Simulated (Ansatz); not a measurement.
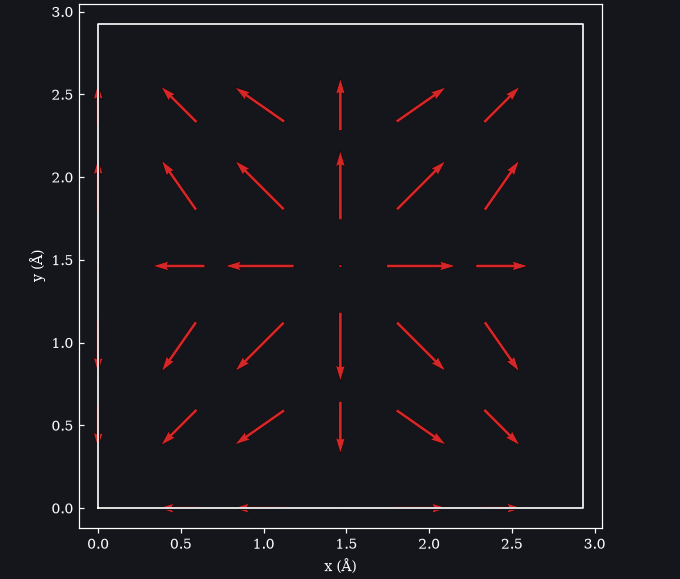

Ta (Fm-3m, No. 225; 6 atoms in the cell). Gamma surface: rigid slide across a plane, one fault a cell; the plane is (0 0 1) of the conventional cell. Places are given modulo a cell vector. The map is drawn in real space over the plane of the slide. Nothing is relaxed (rigid halves, spacing across the cut fixed). The scan uses a 6 × 6 grid; 10 points were computed and 26 follow by symmetry. Level of theory: Ansatz, DFT LDA, scalar-relativistic, plane waves, PAW. Settings: cutoff 420 eV, k-mesh 15×15×4 in the order of the run's cell vectors, gaussian smearing 0.15 eV, no spin polarisation.

Drawn: arrows along the force (downhill), their lengths compressed, the outline of one cell of the plane.

Q: The arrows alone are given. Where is the energy lowest?

A: The arrows converge at (0/6, 0/6) of the cell vectors (read from the interpolated surface).

The energy map of the same scan:

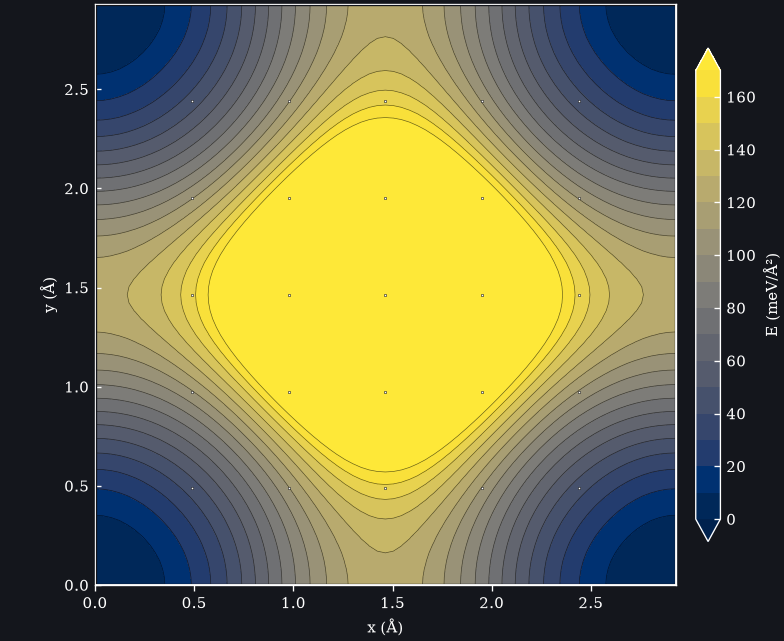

Energies are in meV/Å², from the lowest grid point; between grid points the surface is interpolated.

PAW datasets: the set soft_1.
